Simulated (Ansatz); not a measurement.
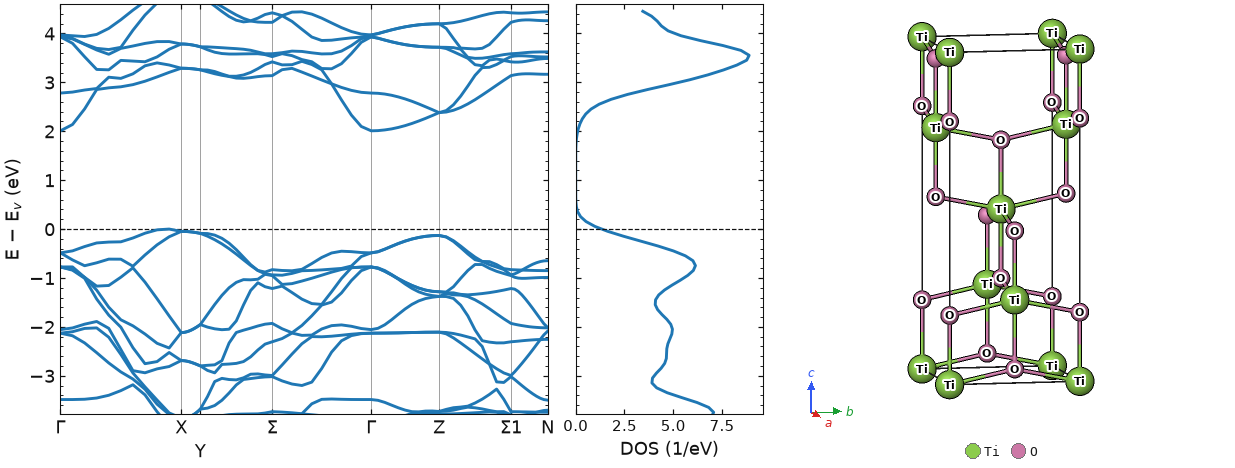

Band structure and density of states, beside the structure. Energies are counted from the top of the valence band. The path runs straight from each named point to the next. The DOS curve is built from the levels of the k mesh with Gaussians 0.55 eV wide, which also blur the band edges; ripples of that width can come from the mesh.

System: anatase TiO₂, space group I4_1/amd (No. 141), 6 atoms in the primitive cell.

```cif
data_structure
_symmetry_space_group_name_H-M 'P 1'
_symmetry_Int_Tables_number 1
_cell_length_a 5.4582
_cell_length_b 5.4582
_cell_length_c 5.4582
_cell_angle_alpha 139.435
_cell_angle_beta 139.435
_cell_angle_gamma 58.713
_cell_volume 68.13
loop_
_atom_site_label
_atom_site_type_symbol
_atom_site_fract_x
_atom_site_fract_y
_atom_site_fract_z
_atom_site_occupancy
Ti1 Ti 0.75000 0.25000 0.50000 1
Ti2 Ti 0.00000 0.00000 0.00000 1
O1 O 0.79190 0.79190 0.00000 1
O2 O 0.54190 0.04190 0.50000 1
O3 O 0.95810 0.45810 0.50000 1
O4 O 0.20810 0.20810 0.00000 1
```

Method: LDA, all-electron LAPW, no spin polarisation, no spin-orbit coupling, 10×10×10 k mesh, Fermi-Dirac smearing of 0.05 eV (Ansatz).

Is there a gap? Give its size, its kind and where the band edges lie.

Answer. The bands leave a gap. The gap along this path is 2.01 eV and indirect, from the valence-band top between Γ and X to the conduction-band bottom at Γ; the smallest direct gap is 2.36 eV, between Γ and Z. At X the top valence band lies only 0.05 eV lower.

How much do the top valence band and the lowest conduction band disperse along the path?

Answer. The top valence band spans 0.9 eV and the lowest conduction band 1.3 eV.

What are the direct gaps at N, Σ and Z?

Answer. The direct gaps are 3.81 eV at N, 3.97 eV at Σ and 2.51 eV at Z.

LDA, GGA and most meta-GGA functionals understate gaps. The cell is at −7 GPa in this functional. In reduced coordinates of the cell that was run, X is (−0.5, 0.5, 0), Y is (−0.5, 0.5, −0.079), Σ is (−0.29, 0.29, −0.29), Z is (0.5, 0.5, −0.5), Σ1 is (0.29, 0.71, −0.71) and N is (0, 0.5, −0.5).
